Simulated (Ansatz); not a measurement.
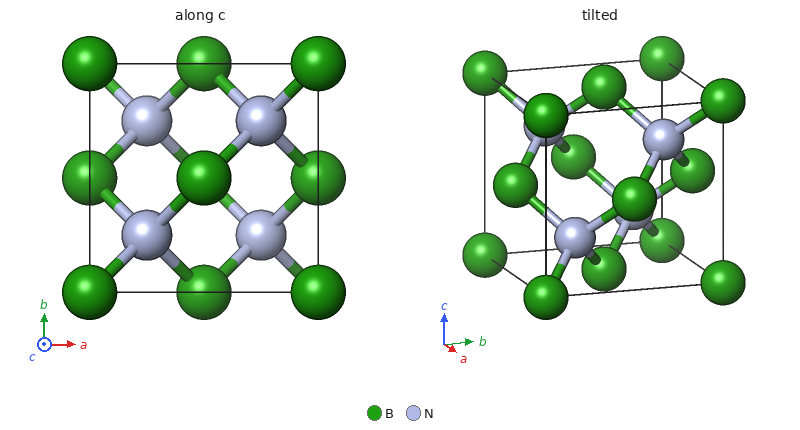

The crystal in a ball-and-stick representation, seen along the c axis and slightly off an axis. One conventional unit cell is framed, with atoms on its boundary repeated.

BN, space group F-43m (No. 216), a = 3.62 Å, b = 3.62 Å, c = 3.62 Å, α = 90.00°, β = 90.00°, γ = 90.00°.

Level of theory: DFT PBE, scalar-relativistic, plane waves, PAW (Ansatz 0.2.0). Settings were a 420 eV plane-wave basis, k-points about 0.29 Å⁻¹ apart, Gaussian smearing of 0.05 eV, no spin polarisation.

**What is the band gap, if any?**

An insulator at this level, with a gap of 4.46 eV on the k-mesh (the true edges may lie between mesh points, so the gap can be somewhat smaller).

**Which way would the volume go on relaxing?**

The computed pressure is 0.0 GPa, close to zero.

Provenance: a structure listed in the Materials Project. Earlier steps of the study may have refined or changed the cell and positions. Ansatz was used for an electronic-structure calculation on it.
